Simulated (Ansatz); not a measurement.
**Geometry relaxation of GaAs (part 1 of 2)**

System: GaAs (slab, 12 atoms in the cell).
Method: DFT PBEsol, scalar-relativistic, plane waves, PAW, no spin polarisation (Ansatz 0.2.0).

The structure derives from an entry of the Crystallography Open Database. The input holds or restrains some coordinates. It belongs to a series of runs on one base structure; here: lower part held, upper part relaxed from the bulk's places.

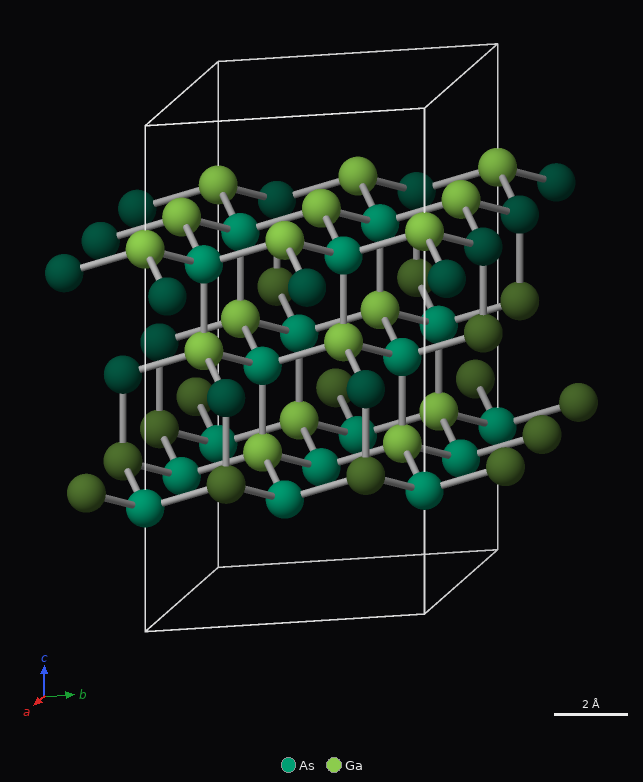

*The input geometry (ball-and-stick view of the 1 × 2 repeat of the cell, with the vacuum cut short, seen slightly off an axis; neighbours outside the cell are drawn fainter).*

Near neighbours in the crystal (not all of them lie inside the picture): As has 3 Ga at 2.45 Å; Ga has 4 As at 2.45 Å; As has 4 Ga at 2.45 Å; Ga has 3 As at 2.45 Å.

### The input
```yaml
crystal:
  lattice:
    - [8.0020093052, 0.0, 0.0]
    - [-2.0005023263, 3.4649716698, 0.0]
    - [0.0, 0.0, 22.350314893]
  atoms:
    - { symbol: As, position: [0.5, 0.0, 0.335565742] }
    - { symbol: As, position: [0.0, 0.0, 0.335565742] }
    - { symbol: Ga, position: [0.1666666667, 0.6666666667, 0.3721066882] }
    - { symbol: Ga, position: [0.6666666667, 0.6666666667, 0.3721066882] }
    - { symbol: As, position: [0.6666666667, 0.6666666667, 0.4817295269] }
    - { symbol: As, position: [0.1666666667, 0.6666666667, 0.4817295269] }
    - { symbol: Ga, position: [0.3333333333, 0.3333333333, 0.5182704731] }
    - { symbol: Ga, position: [0.8333333333, 0.3333333333, 0.5182704731] }
    - { symbol: As, position: [0.8333333333, 0.3333333333, 0.6278933118] }
    - { symbol: As, position: [0.3333333333, 0.3333333333, 0.6278933118] }
    - { symbol: Ga, position: [0.5, 0.0, 0.664434258] }
    - { symbol: Ga, position: [0.0, 0.0, 0.664434258] }
basis:
  ecutwfc: 420
kpoints:
  mp_grid: { grid: [5, 9, 1] }
hamiltonian:
  xc: pbesol
scf:
  occupations: { method: gaussian, width: 0.05 }
output:
  forces: true
  eigenvalues: true
  write_density: true
  write_potential: true
  elf: true
  volumetric_format: npy
relax:
  adjacent_minimum: "off"
  f_tol: 0.02
  max_steps: 90
  constraints: [{ sites: [0, 1, 2, 3] }]
efield:
  axis: 3
  dipole_correction: true
  ramp_width: 0.04
```

Hardware: 4 threads of Intel Xeon @ 2.50GHz (Skylake/Cascade Lake), 32 GiB of memory available, shared host.

Launch command:
```bash
ansatz run input.yaml --threads 4 --pin off --max-ram 10240MiB --backend cpu --events-out ev --progress --plain --runs-dir out
```

### Output
```
Warning: crystal.symmetry: narrowed to the stabiliser of the k-point mesh — unitary ops 4 → 2; excluded 2 operations that carry a point of the 5×9×1 mesh (shift [0, 0, 0]) off the mesh (the run samples exactly the mesh kpoints.mp_grid names, as under crystal.symmetry.detect: false, and its converged state has the mesh's symmetry, not the crystal's; ε∞, the Born charges and the force constants of a linear response (`dielectric:` by the response, `phonons.method: dfpt`) are averaged over those of the crystal's operations that the state keeps within a tolerance, where `mesh_tensors`, `unaveraged_element` or `gamma_mean_max_change_ev_ang2` stands beside them; a row that `dielectric.field_direction` solves alone is averaged likewise, with nothing beside; a Γ-centred mesh of equal divisions is mapped onto itself by every operation and keeps the whole group, as does a half-shifted one under kpoints.further_shifts: images)
Engine: ansatz 0.2.0, x86_64-unknown-linux-gnu
Pseudopotentials: kind: paw
Pseudopotential: As, paw, valence charge 15, recommended cutoff 420 eV (normal), As.paw.azcp
Pseudopotential: Ga, paw, valence charge 13, recommended cutoff 420 eV (normal), Ga.paw.azcp
Functional definition: PBEsol
  exchange = pbesol_x
  correlation = pbesol_c
Crystal: 12 atoms, lattice volume = 619.701 Å³
Basis set: ecut = 420 eV, 12173 PW (Γ), exchange–correlation on 108×54×300 points (8 copies of the dense FFT grid, shifted against one another)
Bands: 101, of which v1, the nominal top of the filled ones, is band 84 counted from 1 (83 counted from 0)
Symmetry: 2 space group operations
k-points: 23 of 45 (time reversal used)
Non-local potential: As, projectors of the file, l = 0: 2, l = 1: 2, l = 2: 3, l = 3: 1
Non-local potential: Ga, projectors of the file, l = 0: 2, l = 1: 2, l = 2: 3, l = 3: 1
PAW form: soft (Blöchl's): semilocal exchange-correlation on the pseudo side does not see the compensation charge
PAW frozen core: As, regenerated for the run's functional, and the local potential with it (the file was generated under x = pbe(κ = 0.804, μ = 0.2195149727645171), c = pbe(β = 0.06672455060314922))
PAW frozen core: Ga, regenerated for the run's functional, and the local potential with it (the file was generated under x = pbe(κ = 0.804, μ = 0.2195149727645171), c = pbe(β = 0.06672455060314922))
PAW one-centre angular grid: As, 590 points (default); XC on 64 Gauss nodes
PAW one-centre angular grid: Ga, 590 points (default); XC on 64 Gauss nodes
Initial density: superposition of atomic densities (neutral atoms: chi_scale 0, normalization atom), corrected by the library's trained network
Initial wavefunctions: pseudopotential atomic-orbital guess
Functional: x = pbesol(κ = 0.804, μ = 0.12345679012345678), c = pbesol(β = 0.046)
SCF iter   1: F=—  HF=-51337.170098 eV  |F-HF|=—  |Δ(HF+E_count)|=         —  Δρ=3.96e-3  dr2=2.13e0  ethr=1.77e-3  p=0.285 e·Å  D=8.33e-2 V/Å  ΔV_dip=-1.86 eV  dr2_dipole=1.15e0  V_vac-E_F(+/−)=3.60/5.46 eV  ⟨swp⟩=5.7  Hψ=8143  notcnv=0  defer=146
efield: sawtooth ramp at fractional position 0.9800 (placed from the atoms, in the widest stretch of the axis that holds none; the zero of the levels goes with the place), width 0.0400; the density the first Hamiltonian is built on has a dipole p = 0.285 e·Å; the dipole correction subtracts the counter field D = 8.33e-2 V/Å, which shifts the + side's vacuum level by -1.86 eV against the − side's; the planar-averaged density in the ramp window peaks in size at 4.7e-5 e/Å³
preconditioner: auto → LDOS  [insulator: Δε(μ)=0.148 eV  Ē_g=13.912 eV  σ=0.050 eV  W_gap=0.64  n_scr=120 (ndim 8)  ℏωp=15.5 eV  f_vac=0.532  D(μ)=3.66/eV (n_scr^D=12)  ε∞_Penn≈2.2  β→1.0]
SCF iter   2: F=—  HF=-51337.167793 eV  |F-HF|=—  |Δ(HF+E_count)|=   2.30e-3  Δρ=5.57e-3  dr2=4.51e0  ethr=1.27e-3  p=0.373 e·Å  D=1.09e-1 V/Å  ΔV_dip=-2.44 eV  dr2_dipole=2.92e0  V_vac-E_F(+/−)=3.48/5.92 eV  ⟨swp⟩=2.9  Hψ=2905  notcnv=0  defer=211  recentre
SCF iter   3: F=—  HF=-51337.082126 eV  |F-HF|=—  |Δ(HF+E_count)|=   8.57e-2  Δρ=1.69e-3  dr2=3.73e-1  ethr=1.27e-3  p=0.306 e·Å  D=8.95e-2 V/Å  ΔV_dip=-2.00 eV  dr2_dipole=1.95e-1  V_vac-E_F(+/−)=3.59/5.59 eV  ⟨swp⟩=2.1  Hψ=2278  notcnv=0  defer=211
SCF iter   4: F=—  HF=-51337.076378 eV  |F-HF|=—  |Δ(HF+E_count)|=   5.75e-3  Δρ=1.21e-3  dr2=1.80e-1  ethr=2.22e-4  p=0.318 e·Å  D=9.29e-2 V/Å  ΔV_dip=-2.08 eV  dr2_dipole=1.12e-1  V_vac-E_F(+/−)=3.58/5.65 eV  ⟨swp⟩=2.2  Hψ=2870  notcnv=0  defer=202
SCF iter   5: F=—  HF=-51337.072818 eV  |F-HF|=—  |Δ(HF+E_count)|=   3.56e-3  Δρ=6.36e-4  dr2=4.85e-2  ethr=1.07e-4  p=0.317 e·Å  D=9.25e-2 V/Å  ΔV_dip=-2.07 eV  dr2_dipole=3.15e-2  V_vac-E_F(+/−)=3.59/5.65 eV  ⟨swp⟩=1.0  Hψ=2121  notcnv=0  defer=202
SCF iter   6: F=—  HF=-51337.072263 eV  |F-HF|=—  |Δ(HF+E_count)|=   5.55e-4  Δρ=3.97e-4  dr2=1.42e-2  ethr=2.89e-5  p=0.314 e·Å  D=9.18e-2 V/Å  ΔV_dip=-2.05 eV  dr2_dipole=9.23e-3  V_vac-E_F(+/−)=3.60/5.65 eV  ⟨swp⟩=1.0  Hψ=2121  notcnv=0  defer=202
SCF iter   7: F=—  HF=-51337.071868 eV  |F-HF|=—  |Δ(HF+E_count)|=   3.95e-4  Δρ=1.99e-4  dr2=2.87e-3  ethr=8.45e-6  p=0.313 e·Å  D=9.13e-2 V/Å  ΔV_dip=-2.04 eV  dr2_dipole=1.82e-3  V_vac-E_F(+/−)=3.61/5.65 eV  ⟨swp⟩=1.0  Hψ=2121  notcnv=0  defer=202
SCF iter   8: F=—  HF=-51337.071865 eV  |F-HF|=—  |Δ(HF+E_count)|=   3.38e-6  Δρ=7.44e-5  dr2=1.01e-4  ethr=1.71e-6  p=0.310 e·Å  D=9.06e-2 V/Å  ΔV_dip=-2.03 eV  dr2_dipole=1.18e-9  V_vac-E_F(+/−)=3.62/5.64 eV  ⟨swp⟩=1.6  Hψ=2188  notcnv=0  defer=202
SCF iter   9: F=—  HF=-51337.071847 eV  |F-HF|=—  |Δ(HF+E_count)|=   1.83e-5  Δρ=5.04e-5  dr2=2.59e-4  ethr=6.02e-8  p=0.310 e·Å  D=9.05e-2 V/Å  ΔV_dip=-2.02 eV  dr2_dipole=1.45e-4  V_vac-E_F(+/−)=3.62/5.64 eV  ⟨swp⟩=2.0  Hψ=3405  notcnv=0  defer=202
iter 10 did not close the SCF: its close was put off until two iterations running show no level that it waits for move by more than its bar (scf_convergence_deferred on its scf_iter line)
SCF iter  10: F=-51337.071836 eV  HF=-51337.071844 eV  |F-HF|=8.58e-6  |Δ(HF+E_count)|=   2.69e-6  Δρ=2.15e-5  dr2=6.54e-6  ethr=5.95e-9  p=0.310 e·Å  D=9.06e-2 V/Å  ΔV_dip=-2.02 eV  dr2_dipole=9.33e-7  V_vac-E_F(+/−)=3.62/5.65 eV  ⟨swp⟩=19.0  Hψ=21161  notcnv=0
SCF iter  11: F=-51337.071842 eV  HF=-51337.071843 eV  |F-HF|=2.15e-7  |Δ(HF+E_count)|=   1.44e-6  Δρ=5.50e-6  dr2=5.20e-7  ethr=3.89e-9  p=0.310 e·Å  D=9.05e-2 V/Å  ΔV_dip=-2.02 eV  dr2_dipole=8.10e-9  V_vac-E_F(+/−)=3.62/5.65 eV  ⟨swp⟩=10.7  Hψ=18130  notcnv=0
SCF 1 converged in 11 iterations: F = -51337.071842 eV  dr2 = 5.20e-7
  greatest PAW one-centre occupation: 0.999 electrons in one spin orbital (limit 2), on the As atom at site 1 (counted from 0), in its partial waves of l = 2
relax step   1: F+E_penalty+E_count = -51337.07184246 eV  Δ(F+E_penalty+E_count) = +0.000e0 eV  max|allowed force component| = 8.074e-1 eV/Å  Δτ_max = 0.0000 Å  (11 SCF iters, dr2 threshold 1.00e-5 eV, accepted)
Initial density: handed on by an earlier stage of this run
Initial wavefunctions: those handed on with the density
iter 1 solved again at ethr=5.38e-4 eV; its pass at ethr=3.10e-3 eV (dr2=9.04e-1 eV) is discarded
SCF iter   1: F=—  HF=-51337.215512 eV  |F-HF|=—  |Δ(HF+E_count)|=         —  Δρ=3.05e-3  dr2=8.15e-1  ethr=5.38e-4  p=0.310 e·Å  D=9.05e-2 V/Å  ΔV_dip=-2.02 eV  dr2_dipole=4.78e-1  V_vac-E_F(+/−)=3.55/5.57 eV  ⟨swp⟩=1.0  Hψ=6888  notcnv=0  defer=206
efield: sawtooth ramp at fractional position 0.9800 (handed on by an earlier solve), width 0.0400; the density the first Hamiltonian is built on has a dipole p = 0.310 e·Å; the dipole correction subtracts the counter field D = 9.05e-2 V/Å, which shifts the + side's vacuum level by -2.02 eV against the − side's; the planar-averaged density in the ramp window peaks in size at 9.9e-6 e/Å³
preconditioner: auto → LDOS  [insulator: Δε(μ)=0.069 eV  Ē_g=13.918 eV  σ=0.050 eV  W_gap=0.62  n_scr=120 (ndim 8)  ℏωp=15.5 eV  f_vac=0.531  D(μ)=4.63/eV (n_scr^D=18)  ε∞_Penn≈2.2  β→1.0]
SCF iter   2: F=—  HF=-51337.226216 eV  |F-HF|=—  |Δ(HF+E_count)|=   1.07e-2  Δρ=2.99e-3  dr2=1.35e0  ethr=4.85e-4  p=0.362 e·Å  D=1.06e-1 V/Å  ΔV_dip=-2.37 eV  dr2_dipole=8.77e-1  V_vac-E_F(+/−)=3.45/5.82 eV  ⟨swp⟩=2.0  Hψ=2306  notcnv=0  defer=206
SCF iter   3: F=—  HF=-51337.191549 eV  |F-HF|=—  |Δ(HF+E_count)|=   3.47e-2  Δρ=4.03e-4  dr2=2.23e-3  ethr=4.85e-4  p=0.330 e·Å  D=9.63e-2 V/Å  ΔV_dip=-2.15 eV  dr2_dipole=3.57e-4  V_vac-E_F(+/−)=3.50/5.66 eV  ⟨swp⟩=1.1  Hψ=2696  notcnv=0  defer=203
SCF iter   4: F=—  HF=-51337.191419 eV  |F-HF|=—  |Δ(HF+E_count)|=   1.30e-4  Δρ=2.29e-4  dr2=1.07e-3  ethr=1.33e-6  p=0.331 e·Å  D=9.65e-2 V/Å  ΔV_dip=-2.16 eV  dr2_dipole=4.74e-4  V_vac-E_F(+/−)=3.51/5.67 eV  ⟨swp⟩=2.0  Hψ=3367  notcnv=0  defer=205
SCF iter   5: F=—  HF=-51337.191300 eV  |F-HF|=—  |Δ(HF+E_count)|=   1.20e-4  Δρ=9.88e-5  dr2=3.57e-4  ethr=6.37e-7  p=0.329 e·Å  D=9.62e-2 V/Å  ΔV_dip=-2.15 eV  dr2_dipole=3.06e-5  V_vac-E_F(+/−)=3.51/5.66 eV  ⟨swp⟩=2.0  Hψ=3355  notcnv=0  defer=205
SCF iter   6: F=—  HF=-51337.191293 eV  |F-HF|=—  |Δ(HF+E_count)|=   6.84e-6  Δρ=8.19e-5  dr2=2.67e-4  ethr=2.13e-7  p=0.329 e·Å  D=9.60e-2 V/Å  ΔV_dip=-2.15 eV  dr2_dipole=1.15e-4  V_vac-E_F(+/−)=3.52/5.66 eV  ⟨swp⟩=2.0  Hψ=3307  notcnv=0  defer=205
SCF iter   7: F=—  HF=-51337.191270 eV  |F-HF|=—  |Δ(HF+E_count)|=   2.29e-5  Δρ=5.12e-5  dr2=1.31e-4  ethr=1.59e-7  p=0.329 e·Å  D=9.60e-2 V/Å  ΔV_dip=-2.14 eV  dr2_dipole=6.23e-5  V_vac-E_F(+/−)=3.52/5.66 eV  ⟨swp⟩=2.0  Hψ=2323  notcnv=0  defer=205
SCF iter   8: F=-51337.191203 eV  HF=-51337.191262 eV  |F-HF|=5.96e-5  |Δ(HF+E_count)|=   7.69e-6  Δρ=2.75e-5  dr2=4.02e-5  ethr=2.42e-8  p=0.328 e·Å  D=9.58e-2 V/Å  ΔV_dip=-2.14 eV  dr2_dipole=2.08e-5  V_vac-E_F(+/−)=3.52/5.66 eV  ⟨swp⟩=17.5  Hψ=20772  notcnv=0
SCF 2 converged in 8 iterations: F = -51337.191203 eV  dr2 = 4.02e-5
relax step   2: F+E_penalty+E_count = -51337.19120252 eV  Δ(F+E_penalty+E_count) = -1.194e-1 eV  max|allowed force component| = 3.099e-1 eV/Å  Δτ_max = 0.0852 Å  (8 SCF iters, dr2 threshold 4.07e-5 eV, accepted)
iter 1 solved again at ethr=6.96e-5 eV; its pass at ethr=3.10e-3 eV (dr2=1.17e-1 eV) is discarded
SCF iter   1: F=—  HF=-51337.228144 eV  |F-HF|=—  |Δ(HF+E_count)|=         —  Δρ=2.48e-3  dr2=7.87e-2  ethr=6.96e-5  p=0.328 e·Å  D=9.58e-2 V/Å  ΔV_dip=-2.14 eV  dr2_dipole=2.14e-2  V_vac-E_F(+/−)=3.51/5.65 eV  ⟨swp⟩=1.1  Hψ=6904  notcnv=0  defer=213
efield: sawtooth ramp at fractional position 0.9800 (handed on by an earlier solve), width 0.0400; the density the first Hamiltonian is built on has a dipole p = 0.328 e·Å; the dipole correction subtracts the counter field D = 9.58e-2 V/Å, which shifts the + side's vacuum level by -2.14 eV against the − side's; the planar-averaged density in the ramp window peaks in size at 1.3e-5 e/Å³
preconditioner: auto → LDOS  [metal: Δε(μ)=0.019 eV  Ē_g=13.895 eV  σ=0.050 eV  W_gap=0.20  n_scr=120 (ndim 8)  ℏωp=15.5 eV  f_vac=0.527  D(μ)=9.42/eV (n_scr^D=34)  β→1.0]
SCF iter   2: F=—  HF=-51337.222186 eV  |F-HF|=—  |Δ(HF+E_count)|=   5.96e-3  Δρ=6.77e-4  dr2=1.14e-2  ethr=4.68e-5  p=0.337 e·Å  D=9.85e-2 V/Å  ΔV_dip=-2.20 eV  dr2_dipole=3.18e-3  V_vac-E_F(+/−)=3.47/5.68 eV  ⟨swp⟩=2.0  Hψ=2736  notcnv=0  defer=213
SCF iter   3: F=—  HF=-51337.222184 eV  |F-HF|=—  |Δ(HF+E_count)|=   2.45e-6  Δρ=4.55e-4  dr2=5.29e-3  ethr=6.81e-6  p=0.337 e·Å  D=9.83e-2 V/Å  ΔV_dip=-2.20 eV  dr2_dipole=1.48e-3  V_vac-E_F(+/−)=3.47/5.67 eV  ⟨swp⟩=2.6  Hψ=3823  notcnv=0  defer=213
SCF iter   4: F=—  HF=-51337.221487 eV  |F-HF|=—  |Δ(HF+E_count)|=   6.97e-4  Δρ=1.69e-4  dr2=9.12e-4  ethr=3.15e-6  p=0.337 e·Å  D=9.83e-2 V/Å  ΔV_dip=-2.20 eV  dr2_dipole=2.72e-4  V_vac-E_F(+/−)=3.47/5.67 eV  ⟨swp⟩=2.0  Hψ=3196  notcnv=0  defer=213
SCF iter   5: F=—  HF=-51337.221429 eV  |F-HF|=—  |Δ(HF+E_count)|=   5.77e-5  Δρ=1.26e-4  dr2=4.43e-4  ethr=5.43e-7  p=0.336 e·Å  D=9.82e-2 V/Å  ΔV_dip=-2.20 eV  dr2_dipole=7.75e-5  V_vac-E_F(+/−)=3.47/5.67 eV  ⟨swp⟩=2.1  Hψ=2647  notcnv=0  defer=213
SCF iter   6: F=—  HF=-51337.221404 eV  |F-HF|=—  |Δ(HF+E_count)|=   2.54e-5  Δρ=9.58e-5  dr2=3.94e-4  ethr=2.63e-7  p=0.336 e·Å  D=9.80e-2 V/Å  ΔV_dip=-2.19 eV  dr2_dipole=2.02e-4  V_vac-E_F(+/−)=3.48/5.67 eV  ⟨swp⟩=2.0  Hψ=3348  notcnv=0  defer=213
SCF iter   7: F=—  HF=-51337.221364 eV  |F-HF|=—  |Δ(HF+E_count)|=   3.99e-5  Δρ=2.27e-5  dr2=8.67e-6  ethr=2.35e-7  p=0.335 e·Å  D=9.79e-2 V/Å  ΔV_dip=-2.19 eV  dr2_dipole=8.18e-7  V_vac-E_F(+/−)=3.48/5.67 eV  ⟨swp⟩=2.0  Hψ=2768  notcnv=0  defer=217
iter 8 did not close the SCF: its close was put off until two iterations running show no level that it waits for move by more than its bar (scf_convergence_deferred on its scf_iter line)
SCF iter   8: F=-51337.221363 eV  HF=-51337.221365 eV  |F-HF|=2.06e-6  |Δ(HF+E_count)|=   1.23e-6  Δρ=1.03e-5  dr2=2.16e-6  ethr=3.57e-9  p=0.335 e·Å  D=9.78e-2 V/Å  ΔV_dip=-2.19 eV  dr2_dipole=9.70e-7  V_vac-E_F(+/−)=3.48/5.67 eV  ⟨swp⟩=18.0  Hψ=22752  notcnv=0
SCF iter   9: F=-51337.221366 eV  HF=-51337.221366 eV  |F-HF|=6.76e-8  |Δ(HF+E_count)|=   4.73e-7  Δρ=4.99e-6  dr2=2.02e-7  ethr=1.29e-9  p=0.335 e·Å  D=9.78e-2 V/Å  ΔV_dip=-2.19 eV  dr2_dipole=4.25e-8  V_vac-E_F(+/−)=3.48/5.67 eV  ⟨swp⟩=9.4  Hψ=17538  notcnv=0
SCF 3 converged in 9 iterations: F = -51337.221366 eV  dr2 = 2.02e-7
relax step   3: F+E_penalty+E_count = -51337.22136550 eV  Δ(F+E_penalty+E_count) = -3.016e-2 eV  max|allowed force component| = 4.119e-2 eV/Å  Δτ_max = 0.0921 Å  (9 SCF iters, dr2 threshold 6.00e-6 eV, accepted)
SCF iter   1: F=—  HF=-51337.222649 eV  |F-HF|=—  |Δ(HF+E_count)|=         —  Δρ=5.01e-4  dr2=3.64e-2  ethr=4.81e-6  p=0.335 e·Å  D=9.78e-2 V/Å  ΔV_dip=-2.19 eV  dr2_dipole=2.25e-2  V_vac-E_F(+/−)=3.47/5.65 eV  ⟨swp⟩=2.3  Hψ=3609  notcnv=0  defer=217
efield: sawtooth ramp at fractional position 0.9800 (handed on by an earlier solve), width 0.0400; the density the first Hamiltonian is built on has a dipole p = 0.335 e·Å; the dipole correction subtracts the counter field D = 9.78e-2 V/Å, which shifts the + side's vacuum level by -2.19 eV against the − side's; the planar-averaged density in the ramp window peaks in size at 1.3e-5 e/Å³
preconditioner: auto → LDOS  [metal: Δε(μ)=0.014 eV  Ē_g=13.899 eV  σ=0.050 eV  W_gap=0.16  n_scr=120 (ndim 8)  ℏωp=15.5 eV  f_vac=0.528  D(μ)=9.63/eV (n_scr^D=42)  β→1.0]
SCF iter   2: F=—  HF=-51337.221983 eV  |F-HF|=—  |Δ(HF+E_count)|=   6.66e-4  Δρ=1.26e-4  dr2=9.96e-4  ethr=4.81e-6  p=0.339 e·Å  D=9.91e-2 V/Å  ΔV_dip=-2.21 eV  dr2_dipole=6.73e-4  V_vac-E_F(+/−)=3.46/5.68 eV  ⟨swp⟩=1.0  Hψ=2691  notcnv=0  defer=217
SCF iter   3: F=—  HF=-51337.221983 eV  |F-HF|=—  |Δ(HF+E_count)|=   1.07e-7  Δρ=6.01e-5  dr2=1.71e-4  ethr=5.93e-7  p=0.338 e·Å  D=9.86e-2 V/Å  ΔV_dip=-2.20 eV  dr2_dipole=9.56e-5  V_vac-E_F(+/−)=3.47/5.67 eV  ⟨swp⟩=2.0  Hψ=3337  notcnv=0  defer=217
SCF iter   4: F=—  HF=-51337.221973 eV  |F-HF|=—  |Δ(HF+E_count)|=   1.06e-5  Δρ=1.84e-5  dr2=4.51e-6  ethr=1.02e-7  p=0.338 e·Å  D=9.86e-2 V/Å  ΔV_dip=-2.20 eV  dr2_dipole=1.00e-6  V_vac-E_F(+/−)=3.47/5.67 eV  ⟨swp⟩=2.0  Hψ=2654  notcnv=0  defer=217
SCF iter   5: F=—  HF=-51337.222040 eV  |F-HF|=—  |Δ(HF+E_count)|=   6.75e-5  Δρ=6.85e-6  dr2=1.85e-6  ethr=2.69e-9  p=0.338 e·Å  D=9.86e-2 V/Å  ΔV_dip=-2.20 eV  dr2_dipole=2.63e-7  V_vac-E_F(+/−)=3.47/5.67 eV  ⟨swp⟩=2.0  Hψ=3357  notcnv=0  defer=217
SCF iter   6: F=-51337.222040 eV  HF=-51337.222040 eV  |F-HF|=3.28e-8  |Δ(HF+E_count)|=   1.90e-7  Δρ=2.47e-6  dr2=9.38e-8  ethr=5.95e-11  p=0.337 e·Å  D=9.85e-2 V/Å  ΔV_dip=-2.20 eV  dr2_dipole=8.99e-9  V_vac-E_F(+/−)=3.47/5.67 eV  ⟨swp⟩=14.1  Hψ=18307  notcnv=0
SCF 4 converged in 6 iterations: F = -51337.222040 eV  dr2 = 9.38e-8
relax step   4: F+E_penalty+E_count = -51337.22204026 eV  Δ(F+E_penalty+E_count) = -6.748e-4 eV  max|allowed force component| = 1.095e-2 eV/Å  Δτ_max = 0.0087 Å  (6 SCF iters, accepted)
```

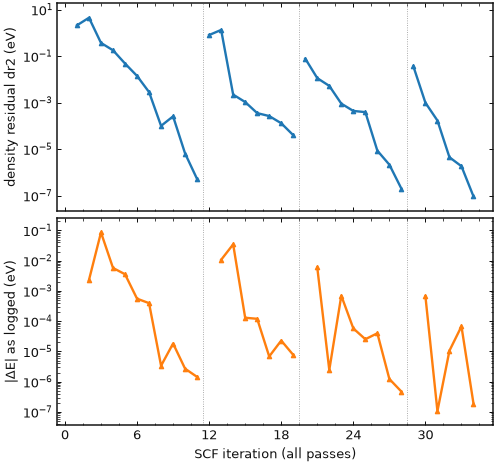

*Convergence of the self-consistent field: density residual dr2 and size of the energy change against the SCF iteration. The dotted lines part the SCF passes of the relaxation: geometry steps, rejected trials and re-solves on a re-selected basis.*

The passes take 11, 8, 9 and 6 iterations.

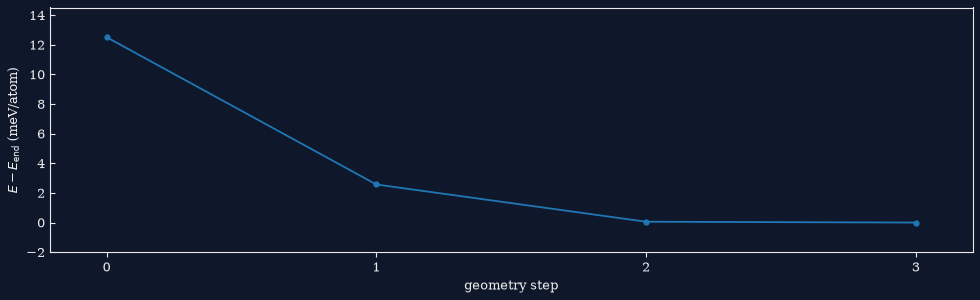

*Progress of the restrained relaxation, step by step (the first geometry is step 0 here and step 1 in the log).*
